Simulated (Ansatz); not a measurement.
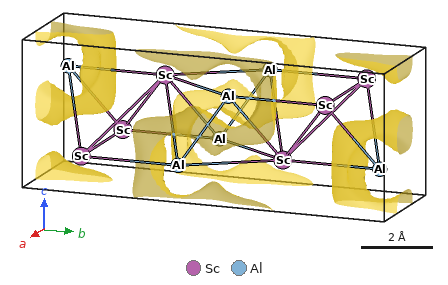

The picture shows: ScAl. Isosurface of the electron localisation function at 0.7 (yellow), seen slightly off an axis. Core shells and regions of very low density are left out. Sticks mark near contacts.

Space group Cmcm; a structure from a database of computed crystals, not necessarily the ambient phase.

Method: DFT PBEsol, scalar-relativistic, plane waves, PAW in Ansatz.

```
Sc Al
1.0
     3.29071    0.00000    0.00000
     0.00000   11.01727    0.00000
     0.00000    0.00000    4.33681
Sc Al
4 4
Direct
  0.00000 0.16274 0.25000
  0.50000 0.66274 0.25000
  0.00000 0.83726 0.75000
  0.50000 0.33726 0.75000
  0.00000 0.43040 0.25000
  0.50000 0.93040 0.25000
  0.00000 0.56960 0.75000
  0.50000 0.06960 0.75000
```

Where are the electrons localised?

Answer. The ELF exceeds this value in channels that run through the cell in one direction, counted in one cell of 8 atoms. Regions shared between cells count once. Profiles from the grid: Al–Al (2.66 Å): the ELF peaks at about 0.80 between the atoms. Sc–Al (2.91 Å): the ELF peaks at about 0.65 in the valence shell of Al, 1.1 Å from its nucleus, and is about 0.35 at the midpoint.

Metal or insulator at this level of theory?

Answer. It is gapless in this calculation (a metal or semimetal).
